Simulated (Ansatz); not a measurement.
**Geometry relaxation, with input and output: HgSe (part 1 of 3)**

System: HgSe (slab, 6 atoms in the cell).
Method: DFT PBE, scalar-relativistic, plane waves, PAW, no spin polarisation (Ansatz 0.2.0).

The structure derives from an entry of the Crystallography Open Database. It belongs to a series of runs on one base structure; here: (1 1 1) slab, atoms relaxed.

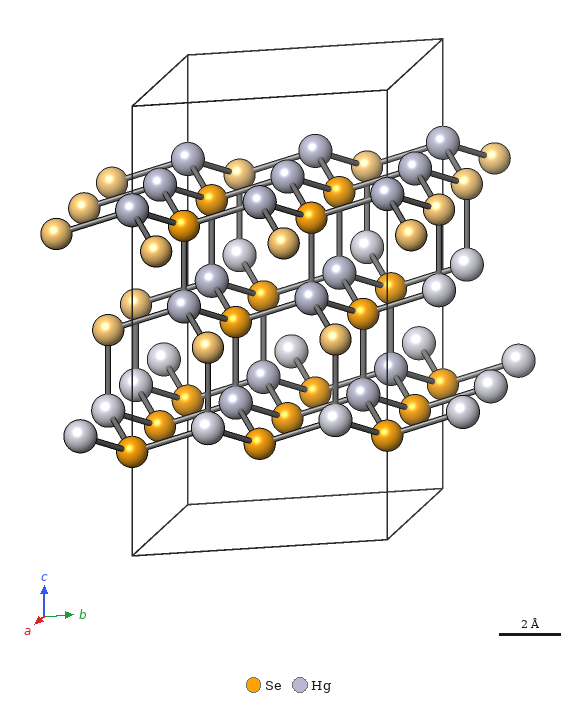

The starting structure (ball-and-stick view of the 2 × 2 repeat of the cell, with the vacuum cut short, seen slightly off an axis; neighbours outside the cell are drawn fainter). Near neighbours in the crystal (not all of them lie inside the picture): Se has 3 Hg at 2.71 Å; Hg has 4 Se at 2.71 Å; Se has 4 Hg at 2.71 Å; Hg has 3 Se at 2.71 Å.

Input file:
```yaml
crystal:
  lattice:
    - [4.4266592229, 0.0, 0.0]
    - [-2.2133296114, 3.8335993409, 0.0]
    - [0.0, 0.0, 23.1322922709]
  atoms:
    - { symbol: Se, position: [0.0, 0.0, 0.3242220837] }
    - { symbol: Hg, position: [0.3333333333, 0.6666666667, 0.3632838428] }
    - { symbol: Se, position: [0.3333333333, 0.6666666667, 0.4804691204] }
    - { symbol: Hg, position: [0.6666666667, 0.3333333333, 0.5195308796] }
    - { symbol: Se, position: [0.6666666667, 0.3333333333, 0.6367161572] }
    - { symbol: Hg, position: [0.0, 0.0, 0.6757779163] }
basis:
  ecutwfc: 420
kpoints:
  mp_grid: { grid: [9, 9, 1] }
hamiltonian:
  xc: pbe
scf:
  occupations: { method: gaussian, width: 0.1 }
output:
  forces: true
  eigenvalues: true
  write_density: true
  write_potential: true
  elf: true
  volumetric_format: npy
relax:
  adjacent_minimum: "off"
  f_tol: 0.02
  max_steps: 60
efield:
  axis: 3
  dipole_correction: true
  ramp_width: 0.04
```

Machine: 2 threads of Arm Neoverse V2, 24 GiB of memory available, shared host.

Launch command:
```bash
ansatz run input.yaml --threads 2 --pin off --max-ram 5632MiB --backend cpu --events-out ev --progress --plain --runs-dir out
```

Log:
```
Engine: ansatz 0.2.0, aarch64-unknown-linux-gnu
Pseudopotentials: kind: paw
Pseudopotential: Se, paw, valence charge 16, recommended cutoff 420 eV (normal), Se.paw.azcp
Pseudopotential: Hg, paw, valence charge 20, recommended cutoff 420 eV (normal), Hg.paw.azcp
Functional definition: PBE
  parameter kappa = 0.804
  parameter beta = 0.06672455060314922
  exchange = pbe_x(kappa = kappa, mu = beta*pi^2/3)
  correlation = pbe_c(beta = beta)
Crystal: 6 atoms, lattice volume = 392.556 Å³
Basis set: ecut = 420 eV, 7763 PW (Γ), exchange–correlation on 60×60×320 points (8 copies of the dense FFT grid, shifted against one another)
Bands: 65, of which v1, the nominal top of the filled ones, is band 54 counted from 1 (53 counted from 0)
Symmetry: 6 space group operations
Space group: P3m1 (ITA 156), of the structure as read, at distance tolerance 7.3e-5 Å
k-points: 12 of 81 (time reversal used)
Non-local potential: Se, projectors of the file, l = 0: 2, l = 1: 2, l = 2: 3, l = 3: 1
Non-local potential: Hg, projectors of the file, l = 0: 3, l = 1: 2, l = 2: 2, l = 3: 1
PAW form: soft (Blöchl's): semilocal exchange-correlation on the pseudo side does not see the compensation charge
PAW one-centre angular grid: Se, 590 points (default); XC on 64 Gauss nodes
PAW one-centre angular grid: Hg, 590 points (default); XC on 64 Gauss nodes
Initial density: superposition of atomic densities (neutral atoms: chi_scale 0, normalization atom), corrected by the library's trained network
Initial wavefunctions: pseudopotential atomic-orbital guess
Functional: x = pbe(κ = 0.804, μ = 0.2195149727645171), c = pbe(β = 0.06672455060314922)
SCF iter   1: F=—  HF=-57847.902751 eV  |F-HF|=—  |Δ(HF+E_count)|=         —  Δρ=3.56e-3  dr2=1.11e0  ethr=1.77e-3  p=0.179 e·Å  D=8.26e-2 V/Å  ΔV_dip=-1.91 eV  dr2_dipole=6.73e-1  V_vac-E_F(+/−)=3.87/5.78 eV  ⟨swp⟩=10.9  Hψ=3483  notcnv=0  defer=14
efield: sawtooth ramp at fractional position 0.9800 (placed from the atoms, in the widest stretch of the axis that holds none; the zero of the levels goes with the place), width 0.0400; the density the first Hamiltonian is built on has a dipole p = 0.179 e·Å; the dipole correction subtracts the counter field D = 8.26e-2 V/Å, which shifts the + side's vacuum level by -1.91 eV against the − side's; the planar-averaged density in the ramp window peaks in size at 1.8e-5 e/Å³
preconditioner: auto → LDOS  [insulator: Δε(μ)=0.143 eV  Ē_g=10.084 eV  σ=0.100 eV  W_gap=0.56  n_scr=82 (ndim 8)  ℏωp=13.8 eV  f_vac=0.551  D(μ)=0.68/eV (n_scr^D=4)  ε∞_Penn≈2.9  β→1.0]
SCF iter   2: F=—  HF=-57848.730446 eV  |F-HF|=—  |Δ(HF+E_count)|=   8.28e-1  Δρ=2.41e-2  dr2=5.58e1  ethr=1.03e-3  p=0.401 e·Å  D=1.85e-1 V/Å  ΔV_dip=-4.28 eV  dr2_dipole=3.67e1  V_vac-E_F(+/−)=2.52/6.80 eV  ⟨swp⟩=2.6  Hψ=1002  notcnv=0  defer=61  recentre
SCF iter   3: F=—  HF=-57847.878479 eV  |F-HF|=—  |Δ(HF+E_count)|=   8.52e-1  Δρ=2.95e-3  dr2=7.78e-1  ethr=1.03e-3  p=0.193 e·Å  D=8.91e-2 V/Å  ΔV_dip=-2.06 eV  dr2_dipole=4.76e-1  V_vac-E_F(+/−)=3.78/5.84 eV  ⟨swp⟩=2.6  Hψ=974  notcnv=0  defer=39
SCF iter   4: F=—  HF=-57847.847869 eV  |F-HF|=—  |Δ(HF+E_count)|=   3.06e-2  Δρ=1.91e-3  dr2=3.04e-1  ethr=7.20e-4  p=0.217 e·Å  D=1.00e-1 V/Å  ΔV_dip=-2.32 eV  dr2_dipole=1.85e-1  V_vac-E_F(+/−)=3.63/5.94 eV  ⟨swp⟩=1.2  Hψ=903  notcnv=0  defer=41
SCF iter   5: F=—  HF=-57847.835392 eV  |F-HF|=—  |Δ(HF+E_count)|=   1.25e-2  Δρ=9.38e-4  dr2=5.06e-2  ethr=2.82e-4  p=0.256 e·Å  D=1.18e-1 V/Å  ΔV_dip=-2.73 eV  dr2_dipole=2.94e-2  V_vac-E_F(+/−)=3.43/6.16 eV  ⟨swp⟩=1.8  Hψ=747  notcnv=0  defer=41
SCF iter   6: F=—  HF=-57847.833388 eV  |F-HF|=—  |Δ(HF+E_count)|=   2.00e-3  Δρ=3.56e-4  dr2=4.69e-3  ethr=4.69e-5  p=0.248 e·Å  D=1.14e-1 V/Å  ΔV_dip=-2.64 eV  dr2_dipole=2.56e-3  V_vac-E_F(+/−)=3.49/6.13 eV  ⟨swp⟩=1.2  Hψ=912  notcnv=0  defer=53
SCF iter   7: F=—  HF=-57847.833397 eV  |F-HF|=—  |Δ(HF+E_count)|=   8.87e-6  Δρ=1.65e-4  dr2=3.30e-4  ethr=4.35e-6  p=0.250 e·Å  D=1.15e-1 V/Å  ΔV_dip=-2.66 eV  dr2_dipole=1.12e-4  V_vac-E_F(+/−)=3.48/6.14 eV  ⟨swp⟩=1.1  Hψ=729  notcnv=0  defer=53
SCF iter   8: F=—  HF=-57847.833387 eV  |F-HF|=—  |Δ(HF+E_count)|=   9.81e-6  Δρ=6.92e-5  dr2=2.18e-4  ethr=3.06e-7  p=0.251 e·Å  D=1.16e-1 V/Å  ΔV_dip=-2.67 eV  dr2_dipole=1.28e-4  V_vac-E_F(+/−)=3.47/6.15 eV  ⟨swp⟩=2.0  Hψ=846  notcnv=0  defer=53
SCF iter   9: F=—  HF=-57847.833384 eV  |F-HF|=—  |Δ(HF+E_count)|=   3.27e-6  Δρ=5.34e-5  dr2=1.83e-4  ethr=2.02e-7  p=0.251 e·Å  D=1.16e-1 V/Å  ΔV_dip=-2.67 eV  dr2_dipole=1.18e-4  V_vac-E_F(+/−)=3.47/6.15 eV  ⟨swp⟩=1.0  Hψ=724  notcnv=0  defer=53
SCF iter  10: F=—  HF=-57847.833376 eV  |F-HF|=—  |Δ(HF+E_count)|=   8.21e-6  Δρ=1.49e-5  dr2=1.36e-5  ethr=1.69e-7  p=0.250 e·Å  D=1.15e-1 V/Å  ΔV_dip=-2.67 eV  dr2_dipole=8.39e-6  V_vac-E_F(+/−)=3.48/6.14 eV  ⟨swp⟩=1.0  Hψ=724  notcnv=0  defer=53
SCF iter  11: F=-57847.833371 eV  HF=-57847.833375 eV  |F-HF|=4.37e-6  |Δ(HF+E_count)|=   3.59e-7  Δρ=6.75e-6  dr2=2.84e-6  ethr=9.26e-9  p=0.250 e·Å  D=1.15e-1 V/Å  ΔV_dip=-2.67 eV  dr2_dipole=1.63e-6  V_vac-E_F(+/−)=3.48/6.14 eV  ⟨swp⟩=19.8  Hψ=6849  notcnv=0
SCF 1 converged in 11 iterations: F = -57847.833371 eV  dr2 = 2.84e-6
  greatest PAW one-centre occupation: 1.000 electrons in one spin orbital (limit 2), on the Hg atom at site 1 (counted from 0), in its partial waves of l = 0
relax step   1: F+E_penalty+E_count = -57847.83337099 eV  Δ(F+E_penalty+E_count) = +0.000e0 eV  max|allowed force component| = 9.446e-1 eV/Å  Δτ_max = 0.0000 Å  (11 SCF iters, dr2 threshold 1.00e-5 eV, accepted)
Initial density: handed on by an earlier stage of this run
Initial wavefunctions: those handed on with the density
iter 1 solved again at ethr=7.64e-5 eV; its pass at ethr=3.10e-3 eV (dr2=8.25e-2 eV) is discarded
SCF iter   1: F=—  HF=-57848.133303 eV  |F-HF|=—  |Δ(HF+E_count)|=         —  Δρ=4.50e-3  dr2=7.84e-2  ethr=7.64e-5  p=0.250 e·Å  D=1.15e-1 V/Å  ΔV_dip=-2.67 eV  dr2_dipole=8.28e-5  V_vac-E_F(+/−)=3.47/6.13 eV  ⟨swp⟩=1.1  Hψ=2894  notcnv=0  defer=51
efield: sawtooth ramp at fractional position 0.9800 (handed on by an earlier solve), width 0.0400; the density the first Hamiltonian is built on has a dipole p = 0.250 e·Å; the dipole correction subtracts the counter field D = 1.15e-1 V/Å, which shifts the + side's vacuum level by -2.67 eV against the − side's; the planar-averaged density in the ramp window peaks in size at 6.9e-6 e/Å³
preconditioner: auto → LDOS  [insulator: Δε(μ)=0.101 eV  Ē_g=10.165 eV  σ=0.100 eV  W_gap=0.51  n_scr=82 (ndim 8)  ℏωp=13.8 eV  f_vac=0.551  D(μ)=1.28/eV (n_scr^D=4)  ε∞_Penn≈2.8  β→1.0]
SCF iter   2: F=—  HF=-57848.128467 eV  |F-HF|=—  |Δ(HF+E_count)|=   4.84e-3  Δρ=2.53e-3  dr2=5.95e-2  ethr=7.26e-5  p=0.214 e·Å  D=9.86e-2 V/Å  ΔV_dip=-2.28 eV  dr2_dipole=5.35e-3  V_vac-E_F(+/−)=3.77/6.06 eV  ⟨swp⟩=2.0  Hψ=1388  notcnv=0  defer=51
SCF iter   3: F=—  HF=-57848.117164 eV  |F-HF|=—  |Δ(HF+E_count)|=   1.13e-2  Δρ=1.09e-3  dr2=2.29e-2  ethr=5.51e-5  p=0.252 e·Å  D=1.16e-1 V/Å  ΔV_dip=-2.69 eV  dr2_dipole=1.68e-3  V_vac-E_F(+/−)=3.44/6.13 eV  ⟨swp⟩=2.0  Hψ=1569  notcnv=0  defer=65
SCF iter   4: F=—  HF=-57848.112583 eV  |F-HF|=—  |Δ(HF+E_count)|=   4.58e-3  Δρ=3.41e-4  dr2=7.77e-4  ethr=2.12e-5  p=0.241 e·Å  D=1.11e-1 V/Å  ΔV_dip=-2.56 eV  dr2_dipole=9.63e-5  V_vac-E_F(+/−)=3.56/6.12 eV  ⟨swp⟩=2.0  Hψ=1006  notcnv=0  defer=65
SCF iter   5: F=—  HF=-57848.112377 eV  |F-HF|=—  |Δ(HF+E_count)|=   2.06e-4  Δρ=7.56e-5  dr2=4.25e-5  ethr=7.20e-7  p=0.238 e·Å  D=1.10e-1 V/Å  ΔV_dip=-2.54 eV  dr2_dipole=2.12e-7  V_vac-E_F(+/−)=3.58/6.11 eV  ⟨swp⟩=2.0  Hψ=1385  notcnv=0  defer=60
SCF iter   6: F=-57848.112378 eV  HF=-57848.112378 eV  |F-HF|=3.98e-8  |Δ(HF+E_count)|=   5.54e-7  Δρ=1.82e-5  dr2=1.45e-6  ethr=3.94e-8  p=0.238 e·Å  D=1.10e-1 V/Å  ΔV_dip=-2.53 eV  dr2_dipole=2.44e-8  V_vac-E_F(+/−)=3.58/6.12 eV  ⟨swp⟩=19.0  Hψ=7571  notcnv=0
SCF 2 converged in 6 iterations: F = -57848.112378 eV  dr2 = 1.45e-6
relax step   2: F+E_penalty+E_count = -57848.11237790 eV  Δ(F+E_penalty+E_count) = -2.790e-1 eV  max|allowed force component| = 3.875e-1 eV/Å  Δτ_max = 0.1950 Å  (6 SCF iters, dr2 threshold 5.58e-5 eV, accepted)
SCF iter   1: F=—  HF=-57848.187483 eV  |F-HF|=—  |Δ(HF+E_count)|=         —  Δρ=3.75e-3  dr2=1.62e-1  ethr=5.71e-4  p=0.238 e·Å  D=1.10e-1 V/Å  ΔV_dip=-2.53 eV  dr2_dipole=7.92e-2  V_vac-E_F(+/−)=3.60/6.14 eV  ⟨swp⟩=5.0  Hψ=1902  notcnv=0  defer=66
efield: sawtooth ramp at fractional position 0.9800 (handed on by an earlier solve), width 0.0400; the density the first Hamiltonian is built on has a dipole p = 0.238 e·Å; the dipole correction subtracts the counter field D = 1.10e-1 V/Å, which shifts the + side's vacuum level by -2.53 eV against the − side's; the planar-averaged density in the ramp window peaks in size at 6.5e-6 e/Å³
preconditioner: auto → LDOS  [insulator: Δε(μ)=0.255 eV  Ē_g=10.223 eV  σ=0.100 eV  W_gap=0.83  n_scr=82 (ndim 8)  ℏωp=13.8 eV  f_vac=0.549  D(μ)=0.57/eV (n_scr^D=2)  ε∞_Penn≈2.8  β→1.0]
SCF iter   2: F=—  HF=-57848.507911 eV  |F-HF|=—  |Δ(HF+E_count)|=   3.20e-1  Δρ=5.83e-3  dr2=2.19e0  ethr=1.50e-4  p=-0.004 e·Å  D=-1.95e-3 V/Å  ΔV_dip=0.05 eV  dr2_dipole=1.27e0  V_vac-E_F(+/−)=5.58/5.54 eV  ⟨swp⟩=3.0  Hψ=1314  notcnv=0  defer=71  recentre
SCF iter   3: F=—  HF=-57848.166711 eV  |F-HF|=—  |Δ(HF+E_count)|=   3.41e-1  Δρ=1.99e-3  dr2=2.39e-2  ethr=1.50e-4  p=0.209 e·Å  D=9.64e-2 V/Å  ΔV_dip=-2.23 eV  dr2_dipole=7.01e-3  V_vac-E_F(+/−)=3.84/6.08 eV  ⟨swp⟩=2.7  Hψ=1284  notcnv=0  defer=75
SCF iter   4: F=—  HF=-57848.164274 eV  |F-HF|=—  |Δ(HF+E_count)|=   2.44e-3  Δρ=6.05e-4  dr2=1.32e-2  ethr=2.21e-5  p=0.191 e·Å  D=8.79e-2 V/Å  ΔV_dip=-2.03 eV  dr2_dipole=5.17e-3  V_vac-E_F(+/−)=4.03/6.06 eV  ⟨swp⟩=2.0  Hψ=1224  notcnv=0  defer=77
SCF iter   5: F=—  HF=-57848.163424 eV  |F-HF|=—  |Δ(HF+E_count)|=   8.50e-4  Δρ=3.80e-4  dr2=8.24e-3  ethr=1.23e-5  p=0.198 e·Å  D=9.14e-2 V/Å  ΔV_dip=-2.11 eV  dr2_dipole=3.86e-3  V_vac-E_F(+/−)=3.96/6.07 eV  ⟨swp⟩=2.0  Hψ=793  notcnv=0  defer=77
SCF iter   6: F=—  HF=-57848.163323 eV  |F-HF|=—  |Δ(HF+E_count)|=   1.01e-4  Δρ=2.02e-4  dr2=2.62e-3  ethr=7.63e-6  p=0.198 e·Å  D=9.11e-2 V/Å  ΔV_dip=-2.11 eV  dr2_dipole=1.38e-3  V_vac-E_F(+/−)=3.96/6.07 eV  ⟨swp⟩=1.0  Hψ=707  notcnv=0  defer=77
SCF iter   7: F=—  HF=-57848.163187 eV  |F-HF|=—  |Δ(HF+E_count)|=   1.36e-4  Δρ=4.25e-5  dr2=2.48e-5  ethr=2.43e-6  p=0.195 e·Å  D=9.01e-2 V/Å  ΔV_dip=-2.08 eV  dr2_dipole=4.02e-6  V_vac-E_F(+/−)=3.97/6.06 eV  ⟨swp⟩=1.0  Hψ=713  notcnv=0  defer=77
SCF iter   8: F=—  HF=-57848.163186 eV  |F-HF|=—  |Δ(HF+E_count)|=   9.36e-7  Δρ=2.32e-5  dr2=1.44e-5  ethr=8.69e-9  p=0.196 e·Å  D=9.02e-2 V/Å  ΔV_dip=-2.09 eV  dr2_dipole=7.22e-6  V_vac-E_F(+/−)=3.97/6.06 eV  ⟨swp⟩=18.7  Hψ=7559  notcnv=0
iter 9 did not close the SCF: its close was put off until two iterations running show no level that it waits for move by more than its bar (scf_convergence_deferred on its scf_iter line)
SCF iter   9: F=-57848.163185 eV  HF=-57848.163186 eV  |F-HF|=7.09e-7  |Δ(HF+E_count)|=   5.76e-7  Δρ=5.37e-6  dr2=6.47e-7  ethr=8.69e-9  p=0.196 e·Å  D=9.01e-2 V/Å  ΔV_dip=-2.08 eV  dr2_dipole=2.33e-7  V_vac-E_F(+/−)=3.97/6.06 eV  ⟨swp⟩=13.5  Hψ=6466  notcnv=0
SCF iter  10: F=-57848.163185 eV  HF=-57848.163186 eV  |F-HF|=8.36e-7  |Δ(HF+E_count)|=   6.52e-8  Δρ=2.90e-6  dr2=5.69e-7  ethr=5.99e-10  p=0.195 e·Å  D=9.01e-2 V/Å  ΔV_dip=-2.08 eV  dr2_dipole=3.17e-7  V_vac-E_F(+/−)=3.97/6.06 eV  ⟨swp⟩=10.9  Hψ=5192  notcnv=0
SCF 3 converged in 10 iterations: F = -57848.163185 eV  dr2 = 5.69e-7
  greatest PAW one-centre occupation: 1.000 electrons in one spin orbital (limit 2), on the Hg atom at site 5 (counted from 0), in its partial waves of l = 0
relax step   3: F+E_penalty+E_count = -57848.16318510 eV  Δ(F+E_penalty+E_count) = -5.081e-2 eV  max|allowed force component| = 1.037e-1 eV/Å  Δτ_max = 0.1910 Å  (10 SCF iters, dr2 threshold 9.38e-6 eV, accepted)
```
